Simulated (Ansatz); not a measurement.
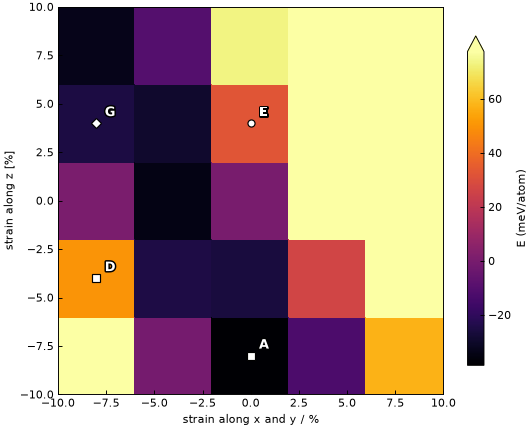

Sn (Im-3m, No. 229; 1 atom in the cell). The cell is strained homogeneously, by one strain along x and y and another along z, with fractional coordinates fixed (x, y and z along the cube axes). First axis: strain along x and y. Second axis: strain along z. The scan uses a 5 × 5 grid. Energies are in meV/atom, from the unstrained cell. The D3 coefficients switch with the coordination numbers inside this range, which puts artificial structure into the map. The reference cell is the one listed in the database, not relaxed at this level. The calculation used DFT PBEsol+D3(BJ), scalar-relativistic, plane waves, PAW (Ansatz). Settings: cutoff 420 eV, k-mesh 18×18×18, gaussian smearing 0.15 eV, no spin polarisation.

Drawn: one coloured cell a grid point, one colour for all values above the top of the scale, lettered points.

Is E the lowest point of the computed grid?

No. E lies 71 meV/atom above the lowest grid point, which is at strain along x and y = 0 %, strain along z = −8 %.

Rank the lettered points by energy, lowest first.

A (−39 meV/atom), G (−25 meV/atom), E (33 meV/atom), D (50 meV/atom).
